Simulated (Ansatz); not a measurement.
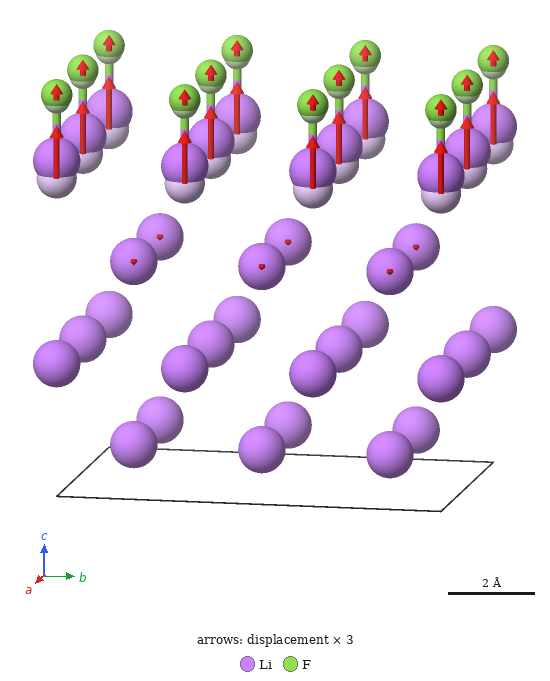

A constrained relaxation of a slab of composition Li4F (cut from the Fm-3m phase). The starting structure is drawn faded, the final one solid; red arrows show the displacements, magnified 3 times.

Style: ball-and-stick. Shown: the 2 × 3 repeat of the cell, outlined in the plane, without the vacuum, slightly off an axis.

Case: F put at a top Li site. The slab is the (1 0 0) face of Li with F on it. 2 atoms are held fixed.

All numbers below come from Ansatz, DFT PBEsol, scalar-relativistic, plane waves, PAW. (plane-wave cutoff 420 eV; k-point mesh 9 × 9 × 1; occupations gaussian; smearing width 0.1 eV; no spin polarisation; dipole correction; atoms relaxed in a fixed cell; force threshold 0.03 eV/Å; at most 70 steps)

**Atoms of which element are displaced furthest, and by how much?**

Lithium: up to 0.42 Å, against 0.13 Å for fluorine.

**Describe the change and its energy.**

The atom that moves furthest is a Li atom (0.42 Å along the normal (+c)). Largest moves by element: Li 0.42 Å, F 0.13 Å. The cell stays as it was. Among the contacts that change: F–Li 1.860 → 1.568 Å. After 4 accepted moves (5 points after the start) the energy has fallen by 0.410 eV per cell of the calculation. Largest force component: 2.2 eV/Å at the start, 0.0038 eV/Å at the end. The line search rejected the trial step at point 2 of the run. The run took roughly 40 core-seconds on a shared host.

Limits of the set-up: the cell has an odd number of electrons but was run without spin polarisation; the periodic images lie only 3.1 Å apart, so the values are limited by the cell's size.
